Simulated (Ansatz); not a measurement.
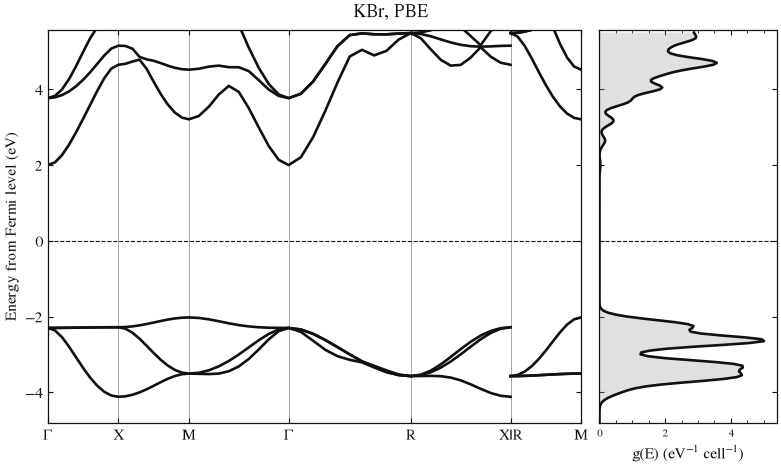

Band structure and density of states. Energies are counted from the Fermi level. The curve is built from the levels of the k mesh with Gaussians 0.3 eV wide, which also blur the band edges.

System: KBr, space group Pm-3m, 2 atoms in the cell.

Level of theory: DFT, PBE, plane waves, PAW, no spin polarisation, 6×6×6 k mesh; code Ansatz.

### Metal, semiconductor or insulator, and what is the gap?

The material is gapped. The gap along this path is 4.02 eV and indirect, from the valence-band top at M to the conduction-band bottom at Γ; the smallest direct gap is 4.30 eV, at Γ.

### What are the direct gaps at Γ, M and X?

The direct gaps are 4.30 eV at Γ, 5.23 eV at M and 6.93 eV at X.
